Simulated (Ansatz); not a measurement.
## Geometry relaxation, with input and output: TiAl32 (part 2 of 2)

Continued. System: TiAl32 (defect cell, 33 atoms in the cell). Method: DFT r2SCAN, scalar-relativistic, plane waves, PAW, PAW set soft_1, no spin polarisation (Ansatz 0.2.0); cutoff 500 eV, 2×2×2 k-mesh, Gaussian smearing of 0.1 eV. It belongs to a series of runs on one base structure; here: end point A relaxed.

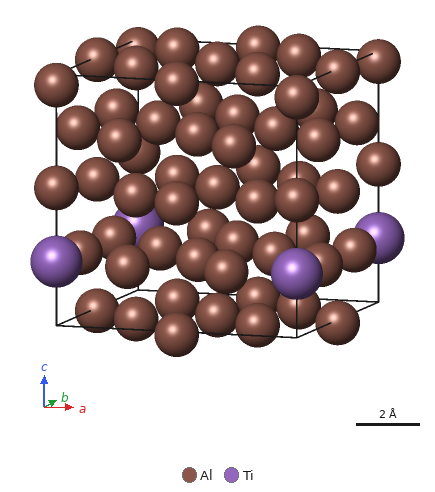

Figure 1. The geometry at step 3 of the log (spheres-only view of the cell of the calculation, seen slightly off an axis).

**Output, continued**
```
  k-point 0: bands = ["-50.8701", "-26.1333", "-26.1332", "-26.1332", "-3.5701", "-1.5991", "-1.5991", "-1.0208", "-1.0204", "-1.0202", "-0.8504", "0.4802", "0.4804", "1.0031", "1.0035", "1.0037", "1.3432", "1.3434", "1.3436", "1.4901", "1.4901", "1.4902", "1.6717", "3.1914", "3.4178", "3.4178", "3.4179", "3.6375", "3.6375", "3.6377", "3.9439", "5.1660", "5.1663", "5.1663", "5.9505", "5.9510", "6.4089", "6.7870", "6.7873", "6.7874", "7.1897", "7.1901", "7.1903", "7.2504", "7.2506", "7.2506", "7.5971", "7.6004", "7.6438", "7.6440", "7.6472", "7.8759", "7.8759", "8.5894", "8.5897", "8.5902", "8.9864", "8.9866", "8.9868", "9.1308", "9.2858", "9.2926", "9.2928", "9.2928", "9.4303", "9.4304", "9.4309", "9.5507", "9.5509", "9.8442", "9.8444", "9.8448", "10.1617", "10.6285", "10.6290", "11.0343", "11.0345", "11.0375", "11.1246", "11.1259", "11.1260", "11.3796", "11.3800", "11.3801", "11.7443", "11.7456", "11.7458"]
  k-point 1: bands = ["-50.8701", "-26.1333", "-26.1332", "-26.1332", "-3.0223", "-2.9463", "-1.0822", "-0.9489", "-0.7481", "-0.4629", "-0.4629", "-0.4267", "-0.4267", "-0.2381", "1.2101", "1.3844", "1.7302", "1.7302", "1.7996", "1.8101", "1.9080", "1.9081", "2.0466", "2.2744", "3.5428", "3.6208", "4.0897", "4.0897", "4.1959", "4.1960", "4.2417", "4.3597", "5.5222", "5.5222", "5.7292", "5.7293", "5.8296", "6.0188", "6.1459", "6.2740", "6.2741", "6.3317", "6.3317", "6.3881", "6.6598", "7.0108", "7.1912", "7.2859", "7.4552", "7.4552", "7.4988", "7.6065", "7.9007", "8.0848", "8.1423", "8.1425", "8.1915", "8.2981", "9.1015", "9.2192", "9.2192", "9.4857", "9.5681", "9.5682", "9.7430", "9.7431", "10.2125", "10.2764", "10.2766", "10.6487", "10.8534", "10.8535", "10.9118", "11.0030", "11.4289", "11.5615", "11.9484", "12.1036", "12.1360", "12.1576", "12.1668", "12.1669", "12.1970", "12.5987", "12.7240", "12.7241", "12.8111"]
  k-point 2: bands = ["-50.8701", "-26.1333", "-26.1332", "-26.1332", "-3.0223", "-2.9463", "-1.0821", "-0.9490", "-0.7481", "-0.4630", "-0.4628", "-0.4269", "-0.4267", "-0.2380", "1.2102", "1.3839", "1.7298", "1.7302", "1.8000", "1.8102", "1.9081", "1.9082", "2.0465", "2.2743", "3.5429", "3.6208", "4.0894", "4.0897", "4.1959", "4.1962", "4.2420", "4.3597", "5.5221", "5.5221", "5.7284", "5.7293", "5.8299", "6.0185", "6.1467", "6.2743", "6.2745", "6.3315", "6.3315", "6.3881", "6.6600", "7.0108", "7.1912", "7.2857", "7.4550", "7.4550", "7.4990", "7.6068", "7.9007", "8.0822", "8.1423", "8.1443", "8.1912", "8.2988", "9.1014", "9.2193", "9.2196", "9.4861", "9.5679", "9.5682", "9.7416", "9.7431", "10.2104", "10.2765", "10.2788", "10.6497", "10.8521", "10.8537", "10.9118", "11.0038", "11.4299", "11.5608", "11.9474", "12.1035", "12.1363", "12.1573", "12.1668", "12.1679", "12.1974", "12.5985", "12.7230", "12.7238", "12.8119"]
  k-point 7: bands = ["-50.8701", "-26.1333", "-26.1332", "-26.1332", "-1.9462", "-1.9461", "-1.9458", "-1.8972", "-1.8968", "-1.8968", "-1.6043", "-0.9985", "2.5164", "2.5170", "2.5170", "2.6034", "2.6034", "2.6036", "2.6161", "2.6170", "2.6443", "2.6446", "2.6446", "2.7750", "2.7756", "2.7761", "2.8286", "2.9663", "2.9665", "2.9668", "2.9698", "2.9699", "3.6611", "3.6612", "3.6614", "4.4116", "6.7217", "6.7218", "7.0504", "7.0506", "7.0508", "7.2509", "7.2509", "7.2523", "7.2729", "7.2732", "7.2746", "7.2808", "7.2809", "7.2812", "7.3061", "7.3089", "7.3090", "7.4272", "7.5492", "7.5498", "7.6790", "7.6795", "7.6795", "8.5449", "8.5455", "8.9078", "10.3960", "10.3961", "10.3966", "11.4517", "11.4518", "11.4533", "11.4968", "11.4977", "11.4978", "11.5652", "11.5663", "11.5664", "11.8523", "12.0643", "12.0643", "12.0647", "12.1789", "12.1790", "12.1792", "12.2796", "12.3066", "12.3072", "12.3612", "12.3612", "12.3612"]
--- Relaxed structure (5 steps of the walk, 5 accepted, 0 SCFs on fresh bases) ---
  F+E_penalty+E_count = -19795.12256640 eV   max|allowed force component| = 2.773e-2 eV/Å
  atoms:
    - { symbol: Al, position: [0.5000424607949124, -0.0001714676652959734, -0.021878264573548144] }
    - { symbol: Al, position: [0.7600197561550873, 0.2398867278804033, 0.010547705592207243] }
    - { symbol: Al, position: [0.6822906702073976, 0.00020704478868517712, 0.2493873911908276] }
    - { symbol: Al, position: [-8.91980691058501e-5, 0.00022391317570875525, -0.06581996321135582] }
    - { symbol: Al, position: [0.23993748132495024, 0.23972013735794623, 0.010726828766484972] }
    - { symbol: Al, position: [0.4999489804391029, 0.5001279737495461, -0.007797184864701994] }
    - { symbol: Al, position: [0.7604336559430555, 0.760217093644589, 0.010998377607163651] }
    - { symbol: Al, position: [0.3181336484100787, 0.00020350579319803168, 0.24940241253132708] }
    - { symbol: Al, position: [0.5000477209488616, 0.27183894281045323, 0.25052527508919614] }
    - { symbol: Al, position: [0.7282064906637417, 0.4998771444161144, 0.2505536464888485] }
    - { symbol: Al, position: [0.5000539799458569, -0.0002659793213767336, 0.5215987693211168] }
    - { symbol: Al, position: [0.7614641833874727, 0.23841993481739732, 0.4891963422098565] }
    - { symbol: Al, position: [0.7281727386953698, -0.00021888776076185195, 0.7506190320029681] }
    - { symbol: Al, position: [6.925836849341691e-5, 0.4998921689146066, -0.021882107900216788] }
    - { symbol: Al, position: [0.23952942470219615, 0.7603778133584704, 0.011178598926159904] }
    - { symbol: Al, position: [-8.363426049857946e-5, 0.31738989058213873, 0.24937470802436035] }
    - { symbol: Al, position: [0.2717277855217947, 0.49987513271544803, 0.2505900500780917] }
    - { symbol: Al, position: [0.5000499430305556, 0.728324244741061, 0.25061691137732944] }
    - { symbol: Al, position: [-7.866851763612811e-5, 0.00019708176341179964, 0.5701376788011085] }
    - { symbol: Al, position: [0.23851392398919694, 0.23824480508658108, 0.489038983315849] }
    - { symbol: Al, position: [0.4999681079028647, 0.5000797775203091, 0.5079457134225372] }
    - { symbol: Al, position: [0.761901401830821, 0.7616331509954462, 0.48879841627787923] }
    - { symbol: Al, position: [0.27175847353539023, -0.00022728574987900725, 0.7506224870583873] }
    - { symbol: Al, position: [0.4999570854832947, 0.2578490822555159, 0.7496684808995162] }
    - { symbol: Al, position: [0.7421255330779071, 0.5001037541830385, 0.7496850826460908] }
    - { symbol: Al, position: [-8.026518479554057e-5, 0.6815418025410689, 0.24941244939499083] }
    - { symbol: Al, position: [0.00010676347971933258, 0.49986340280603353, 0.5216005069239575] }
    - { symbol: Al, position: [0.23808022652543787, 0.7618047335626412, 0.48863763449586645] }
    - { symbol: Al, position: [8.550035729604685e-5, 0.2718780157077521, 0.7506155189863724] }
    - { symbol: Al, position: [0.25790870380903036, 0.5000987691691242, 0.7497072745436958] }
    - { symbol: Al, position: [0.4999620849918531, 0.7420669486276364, 0.749724329912582] }
    - { symbol: Al, position: [9.38240392919317e-5, 0.7282932759284354, 0.7506247505667801] }
    - { symbol: Ti, position: [0.00027115847100709294, -0.0006825483954465834, 0.25273186409827314] }
```

**Trajectory as extended XYZ (Å, eV, eV/Å), 5 frames, from step=1 to step=5**
```
33
Lattice="8.1000 0.0000 0.0000 0.0000 8.1000 0.0000 0.0000 0.0000 8.1000" Properties=species:S:1:pos:R:3:forces:R:3 step=1 energy=-19785.33077
Al    4.0500    0.0000    0.0000    0.0023   0.0034  -0.1859
Al    6.0750    2.0250    0.0000    0.0144  -0.0163   0.0310
Al    6.0750    0.0000    2.0250   -7.1136   0.0344  -0.1773
Al    0.0000    0.0000    0.0000   -0.0099   0.0248  -5.9611
Al    2.0250    2.0250    0.0000   -0.0165  -0.0210   0.0357
Al    4.0500    4.0500    0.0000   -0.0001   0.0003  -0.2263
Al    6.0750    6.0750    0.0000    0.0262   0.0215   0.0426
Al    2.0250    0.0000    2.0250    7.3175   0.0362  -0.1864
Al    4.0500    2.0250    2.0250    0.0032   0.1468  -0.0166
Al    6.0750    4.0500    2.0250   -0.1406  -0.0084  -0.0167
Al    4.0500    0.0000    4.0500    0.0043   0.0038   0.0881
Al    6.0750    2.0250    4.0500    0.0758  -0.0776  -0.0595
Al    6.0750    0.0000    6.0750   -0.1446   0.0038   0.0412
Al    0.0000    4.0500    0.0000   -0.0014  -0.0056  -0.1860
Al    2.0250    6.0750    0.0000   -0.0283   0.0263   0.0473
Al    0.0000    2.0250    2.0250   -0.0132   6.9619  -0.1706
Al    2.0250    4.0500    2.0250    0.1324  -0.0088  -0.0169
Al    4.0500    6.0750    2.0250    0.0036  -0.1263  -0.0170
Al    0.0000    0.0000    4.0500   -0.0190   0.0477   8.6326
Al    2.0250    2.0250    4.0500   -0.0780  -0.0824  -0.0643
Al    4.0500    4.0500    4.0500    0.0000   0.0002   0.2201
Al    6.0750    6.0750    4.0500    0.0879   0.0832  -0.0715
Al    2.0250    0.0000    6.0750    0.1366   0.0038   0.0432
Al    4.0500    2.0250    6.0750   -0.0002   0.2213  -0.0021
Al    6.0750    4.0500    6.0750   -0.2207   0.0007  -0.0021
Al    0.0000    6.0750    2.0250   -0.0150  -7.4744  -0.1934
Al    0.0000    4.0500    4.0500   -0.0016  -0.0107   0.0882
Al    2.0250    6.0750    4.0500   -0.0901   0.0880  -0.0763
Al    0.0000    2.0250    6.0750   -0.0015   0.1509   0.0396
Al    2.0250    4.0500    6.0750    0.2202   0.0007  -0.0021
Al    4.0500    6.0750    6.0750   -0.0002  -0.2201  -0.0019
Al    0.0000    6.0750    6.0750   -0.0016  -0.1307   0.0447
Ti    0.0043   -0.0108    2.0808   -0.1284   0.3228  -1.7202
33
Lattice="8.1000 0.0000 0.0000 0.0000 8.1000 0.0000 0.0000 0.0000 8.1000" Properties=species:S:1:pos:R:3:forces:R:3 step=2 energy=-19791.26789
Al    4.0502    0.0002   -0.0173    0.0025   0.0017  -0.4412
Al    6.0745    2.0254    0.0005    0.0934  -0.0950   0.1110
Al    5.8886    0.0008    2.0202   -3.3785   0.0193  -0.0827
Al   -0.0002    0.0005   -0.1540   -0.0069   0.0174  -3.2541
Al    2.0254    2.0251    0.0008   -0.0948  -0.0983   0.1146
Al    4.0500    4.0501   -0.0125   -0.0003   0.0007  -0.1358
Al    6.0752    6.0749    0.0012    0.1016   0.0985   0.1202
Al    2.2137    0.0009    2.0199    3.4824   0.0201  -0.0863
Al    4.0502    2.0401    2.0240    0.0023   0.4445  -0.0110
Al    6.0603    4.0494    2.0239   -0.4436  -0.0059  -0.0112
Al    4.0503    0.0002    4.0617    0.0022   0.0022   0.4302
Al    6.0781    2.0218    4.0478    0.1333  -0.1354  -0.1253
Al    6.0606    0.0002    6.0782   -0.4192   0.0020   0.0327
Al   -0.0001    4.0495   -0.0173   -0.0007  -0.0063  -0.4411
Al    2.0247    6.0752    0.0014   -0.1029   0.1017   0.1239
Al   -0.0003    2.2095    2.0203   -0.0074   3.3021  -0.0800
Al    2.0393    4.0494    2.0239    0.4422  -0.0058  -0.0114
Al    4.0502    6.0611    2.0239    0.0023  -0.4411  -0.0115
Al   -0.0004    0.0011    4.2450   -0.0099   0.0248   4.1012
Al    2.0218    2.0215    4.0475   -0.1344  -0.1391  -0.1286
Al    4.0500    4.0501    4.0618   -0.0006   0.0015   0.1210
Al    6.0788    6.0785    4.0471    0.1424   0.1382  -0.1337
Al    2.0389    0.0002    6.0783    0.4179   0.0020   0.0324
Al    4.0500    2.0370    6.0745   -0.0004   0.1382  -0.0053
Al    6.0630    4.0501    6.0745   -0.1375   0.0009  -0.0055
Al   -0.0004    5.8846    2.0198   -0.0083  -3.5632  -0.0891
Al   -0.0001    4.0493    4.0617   -0.0009  -0.0056   0.4301
Al    2.0210    6.0788    4.0468   -0.1434   0.1417  -0.1370
Al   -0.0001    2.0397    6.0781   -0.0008   0.4199   0.0330
Al    2.0369    4.0501    6.0745    0.1363   0.0010  -0.0058
Al    4.0500    6.0631    6.0745   -0.0004  -0.1352  -0.0060
Al   -0.0001    6.0614    6.0784   -0.0008  -0.4168   0.0321
Ti    0.0044   -0.0109    2.0715   -0.0674   0.1695  -0.4796
33
Lattice="8.1000 0.0000 0.0000 0.0000 8.1000 0.0000 0.0000 0.0000 8.1000" Properties=species:S:1:pos:R:3:forces:R:3 step=3 energy=-19794.20673
Al    4.0507    0.0002   -0.0964    0.0009   0.0004  -0.2601
Al    6.0953    2.0043    0.0242    0.0721  -0.0727   0.0690
Al    5.7139    0.0024    2.0168   -1.3251   0.0043  -0.0250
Al   -0.0009    0.0022   -0.3409   -0.0015   0.0038  -1.1714
Al    2.0044    2.0034    0.0250   -0.0727  -0.0744   0.0704
Al    4.0499    4.0503   -0.0379   -0.0008   0.0020  -0.1361
Al    6.0974    6.0965    0.0264    0.0763   0.0743   0.0725
Al    2.3912    0.0025    2.0166    1.3385   0.0041  -0.0246
Al    4.0507    2.1229    2.0235    0.0012   0.2346   0.0009
Al    5.9773    4.0483    2.0235   -0.2333  -0.0029   0.0009
Al    4.0507    0.0003    4.1460    0.0012   0.0004   0.2329
Al    6.1041    1.9954    4.0229    0.0875  -0.0878  -0.0771
Al    5.9782    0.0003    6.0814   -0.2540   0.0003   0.0189
Al   -0.0001    4.0481   -0.0964   -0.0002  -0.0023  -0.2603
Al    2.0023    6.0974    0.0273   -0.0770   0.0760   0.0740
Al   -0.0009    2.3822    2.0170   -0.0017   1.3149  -0.0252
Al    2.1224    4.0483    2.0235    0.2316  -0.0028   0.0009
Al    4.0507    5.9778    2.0234    0.0011  -0.2305   0.0009
Al   -0.0011    0.0028    4.4414   -0.0014   0.0036   1.4384
Al    1.9956    1.9945    4.0221   -0.0884  -0.0895  -0.0788
Al    4.0498    4.0505    4.0839   -0.0004   0.0011   0.1308
Al    6.1063    6.1053    4.0208    0.0918   0.0903  -0.0815
Al    2.1216    0.0003    6.0813    0.2521   0.0003   0.0192
Al    4.0499    2.0635    6.0736   -0.0007   0.1199  -0.0060
Al    6.0367    4.0504    6.0735   -0.1192   0.0018  -0.0058
Al   -0.0010    5.7049    2.0164   -0.0016  -1.3486  -0.0243
Al   -0.0001    4.0484    4.1460   -0.0002  -0.0030   0.2332
Al    1.9934    6.1062    4.0199   -0.0928   0.0920  -0.0832
Al   -0.0001    2.1220    6.0815   -0.0001   0.2557   0.0186
Al    2.0630    4.0504    6.0735    0.1185   0.0018  -0.0054
Al    4.0498    6.0373    6.0734   -0.0007  -0.1184  -0.0052
Al   -0.0001    5.9786    6.0812   -0.0001  -0.2510   0.0194
Ti    0.0035   -0.0088    2.0663   -0.0011   0.0025  -0.1308
33
Lattice="8.1000 0.0000 0.0000 0.0000 8.1000 0.0000 0.0000 0.0000 8.1000" Properties=species:S:1:pos:R:3:forces:R:3 step=4 energy=-19795.11574
Al    4.0505    0.0004   -0.1727    0.0004  -0.0014  -0.0791
Al    6.1394    1.9602    0.0674    0.0276  -0.0275   0.0284
Al    5.5201    0.0009    2.0217    0.0989  -0.0017   0.0056
Al   -0.0004    0.0010   -0.5409    0.0005  -0.0012   0.1043
Al    1.9605    1.9594    0.0681   -0.0278  -0.0277   0.0288
Al    4.0498    4.0504   -0.0701   -0.0005   0.0012   0.0337
Al    6.1413    6.1402    0.0691    0.0279   0.0280   0.0295
Al    2.5833    0.0009    2.0218   -0.0998  -0.0018   0.0059
Al    4.0505    2.1986    2.0247    0.0003   0.0738   0.0031
Al    5.9014    4.0487    2.0246   -0.0729  -0.0006   0.0033
Al    4.0505    0.0007    4.2237    0.0002  -0.0018   0.0701
Al    6.1465    1.9531    3.9827    0.0298  -0.0301  -0.0320
Al    5.9011    0.0006    6.0802   -0.0756  -0.0016   0.0024
Al   -0.0002    4.0488   -0.1727    0.0006  -0.0011  -0.0792
Al    1.9585    6.1410    0.0698   -0.0282   0.0282   0.0301
Al   -0.0004    2.5772    2.0216    0.0006  -0.0981   0.0054
Al    2.1987    4.0487    2.0245    0.0718  -0.0006   0.0034
Al    4.0505    5.9013    2.0244    0.0002  -0.0709   0.0035
Al   -0.0003    0.0007    4.6240    0.0008  -0.0019  -0.1019
Al    1.9535    1.9527    3.9822   -0.0302  -0.0311  -0.0326
Al    4.0498    4.0504    4.1165   -0.0002   0.0004  -0.0284
Al    6.1475    6.1467    3.9815    0.0322   0.0314  -0.0339
Al    2.1990    0.0006    6.0802    0.0743  -0.0016   0.0022
Al    4.0498    2.0937    6.0736   -0.0003  -0.0298  -0.0025
Al    6.0068    4.0504    6.0736    0.0295   0.0007  -0.0022
Al   -0.0003    5.5140    2.0218    0.0007   0.1004   0.0062
Al   -0.0003    4.0487    4.2237    0.0007  -0.0004   0.0702
Al    1.9526    6.1470    3.9811   -0.0327   0.0324  -0.0348
Al   -0.0002    2.1988    6.0801    0.0006   0.0766   0.0026
Al    2.0927    4.0504    6.0736   -0.0292   0.0006  -0.0019
Al    4.0498    6.0078    6.0736   -0.0002   0.0290  -0.0017
Al   -0.0002    5.9010    6.0803    0.0007  -0.0734   0.0020
Ti    0.0022   -0.0056    2.0469   -0.0006   0.0016  -0.0106
33
Lattice="8.1000 0.0000 0.0000 0.0000 8.1000 0.0000 0.0000 0.0000 8.1000" Properties=species:S:1:pos:R:3:forces:R:3 step=5 energy=-19795.12257
Al    4.0503   -0.0014   -0.1772    0.0005   0.0025  -0.0075
Al    6.1562    1.9431    0.0854   -0.0163   0.0170  -0.0180
Al    5.5266    0.0017    2.0200   -0.0258   0.0001  -0.0009
Al   -0.0007    0.0018   -0.5331    0.0001  -0.0003  -0.0262
Al    1.9435    1.9417    0.0869    0.0158   0.0175  -0.0186
Al    4.0496    4.0510   -0.0632    0.0005  -0.0011   0.0269
Al    6.1595    6.1578    0.0891   -0.0175  -0.0158  -0.0196
Al    2.5769    0.0016    2.0202    0.0255   0.0001  -0.0012
Al    4.0504    2.2019    2.0293    0.0005   0.0093  -0.0059
Al    5.8985    4.0490    2.0295   -0.0104  -0.0013  -0.0063
Al    4.0504   -0.0022    4.2249    0.0005   0.0039   0.0164
Al    6.1679    1.9312    3.9625   -0.0202   0.0211   0.0176
Al    5.8982   -0.0018    6.0800   -0.0109   0.0032   0.0012
Al    0.0006    4.0491   -0.1772   -0.0010  -0.0013  -0.0074
Al    1.9402    6.1591    0.0905    0.0170  -0.0163  -0.0203
Al   -0.0007    2.5709    2.0199    0.0000   0.0261  -0.0007
Al    2.2010    4.0490    2.0298    0.0118  -0.0013  -0.0069
Al    4.0504    5.8994    2.0300    0.0005  -0.0130  -0.0073
Al   -0.0006    0.0016    4.6181   -0.0001   0.0002   0.0230
Al    1.9320    1.9298    3.9612    0.0197   0.0219   0.0183
Al    4.0497    4.0506    4.1144    0.0002  -0.0005  -0.0252
Al    6.1714    6.1692    3.9593   -0.0222  -0.0201   0.0195
Al    2.2012   -0.0018    6.0800    0.0125   0.0034   0.0013
Al    4.0497    2.0886    6.0723    0.0003  -0.0277   0.0020
Al    6.0112    4.0508    6.0724    0.0273  -0.0007   0.0018
Al   -0.0006    5.5205    2.0202   -0.0001  -0.0254  -0.0014
Al    0.0009    4.0489    4.2250   -0.0016  -0.0011   0.0164
Al    1.9284    6.1706    3.9580    0.0219  -0.0210   0.0203
Al    0.0007    2.2022    6.0800   -0.0013   0.0097   0.0012
Al    2.0891    4.0508    6.0726   -0.0268  -0.0006   0.0015
Al    4.0497    6.0107    6.0728    0.0002   0.0264   0.0013
Al    0.0008    5.8992    6.0801   -0.0014  -0.0137   0.0014
Ti    0.0022   -0.0055    2.0471    0.0006  -0.0016   0.0035
```

**Key numbers**

- outcome: converged
- electrons treated: 108
- free energy: −19795.1226 eV
- Fermi energy: 8.116 eV
- final volume: 531.44 Å³
- largest force (length of the vector) at the end: 0.036 eV/Å
- hardware: 4 threads of Arm Neoverse V1, 24 GiB of memory available, shared host
- wall time: 2.2 min (CPU time 8.7 min)
- peak memory: 2.4 GiB
